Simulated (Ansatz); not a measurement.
Consider Ti$_{2}$O$_{3}$.

```
Ti O
1.0
     5.09732    0.00000    0.00000
    -2.54866    4.41441    0.00000
     0.00000    0.00000   13.75075
Ti O
12 18
Direct
  0.66667 0.33333 0.17730
  0.33333 0.66667 0.51063
  0.00000 0.00000 0.84397
  0.33333 0.66667 0.32270
  0.00000 0.00000 0.65603
  0.66667 0.33333 0.98937
  0.00000 0.00000 0.15603
  0.66667 0.33333 0.48937
  0.33333 0.66667 0.82270
  0.33333 0.66667 0.01063
  0.00000 0.00000 0.34397
  0.66667 0.33333 0.67730
  0.98137 0.33333 0.08333
  0.64804 0.66667 0.41667
  0.31470 0.00000 0.75000
  0.66667 0.64804 0.08333
  0.33333 0.98137 0.41667
  0.00000 0.31470 0.75000
  0.35196 0.01863 0.08333
  0.01863 0.35196 0.41667
  0.68530 0.68530 0.75000
  0.68530 0.00000 0.25000
  0.35196 0.33333 0.58333
  0.01863 0.66667 0.91667
  0.00000 0.68530 0.25000
  0.66667 0.01863 0.58333
  0.33333 0.35196 0.91667
  0.31470 0.31470 0.25000
  0.98137 0.64804 0.58333
  0.64804 0.98137 0.91667
```

Space group R-3c; started from the measured structure prototype, which need not be the ambient phase; computed without spin polarisation.

Level of theory: Ansatz, DFT, r2SCAN, plane waves, PAW.

### What can the converged valence pseudo-density and electron localisation function tell about the bonding?

Ti–O (2.01 Å): ρ at the midpoint is about 0.58 e/Å³; the ELF peaks at about 0.85 in the valence shell of O, 0.6 Å from its nucleus, and is about 0.15 at the midpoint (no localised pair shows between them).
Ti–Ti (2.58 Å): the density is about 0.34 e/Å³ at the midpoint; the ELF is about 0.35 at the midpoint.
Ti–O (2.06 Å): ρ is about 0.53 e/Å³ halfway; the ELF peaks at about 0.80 in the valence shell of O, 0.6 Å from its nucleus, and is about 0.15 at the midpoint (no shared electron pair shows on this line).

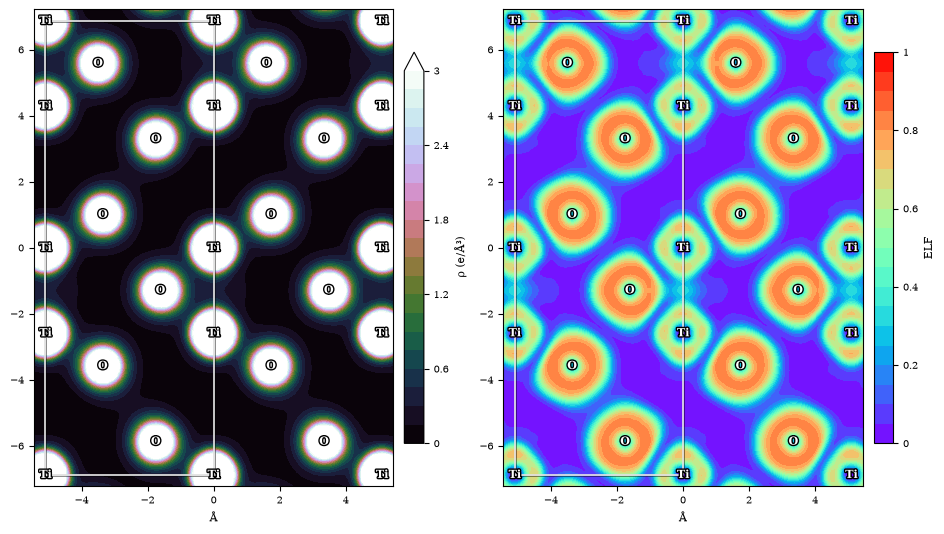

Computed valence pseudo-density and electron localisation function on the (010) plane of the conventional cell, in this order. 
